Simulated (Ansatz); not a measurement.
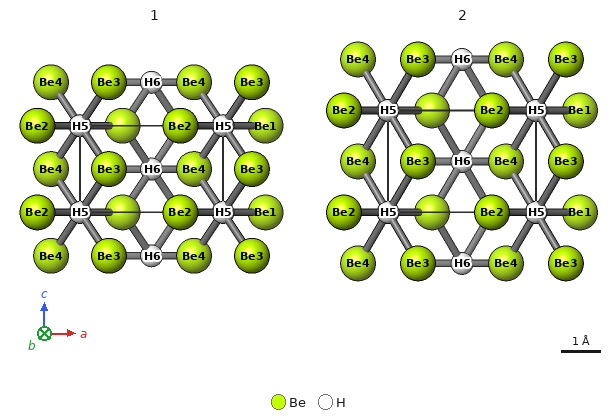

Two geometries of solid Be2H (set up in P4_2/mnm) (coarse preliminary run), drawn at one scale. One is the start of a relaxation, the other its converged end. Style: ball-and-stick. Shown: the cell of the calculation, along the b axis.

Computed with DFT PBE, scalar-relativistic, plane waves, PAW (Ansatz). Settings: plane-wave cutoff 420 eV; k-point mesh 6 × 6 × 8; occupations gaussian; smearing width 0.1 eV; no spin polarisation; cell and atoms relaxed; force threshold 0.0325 eV/Å; at most 70 steps.

Which one is relaxed?

Structure 2 is the relaxed one. Case: 2 H put on empty site 1 of 1 host cells, relaxed. The atoms keep their places relative to the cell (all moves are under 0.005 Å). The drawn cell changes as follows: a = b 3.752 → 3.882 Å (+3.5 %), c 2.275 → 2.675 Å (+17.6 %); the volume changes by +25.9 %. Some distances before and after: Be1–H6 1.565 → 1.740 Å, Be1–H5 1.579 → 1.633 Å. The space group stays P4_2/mnm (No. 136). The energy falls by 0.855 eV per cell of the calculation in 8 accepted moves (11 points after the start). Largest force component: 0.24 eV/Å at the start, 0.00014 eV/Å at the end. The pressure goes from 34.36 to 0.12 GPa. The line search rejected the trial step at point 5 of the run. The SCF was repeated twice at an unchanged geometry on a basis and grid sized afresh for the cell, which shifted the energy by 21.0 meV per cell of the calculation at most. The run took 6.9 s on 2 threads of Arm Neoverse V2, on a shared host, peak memory 0.3 GiB.
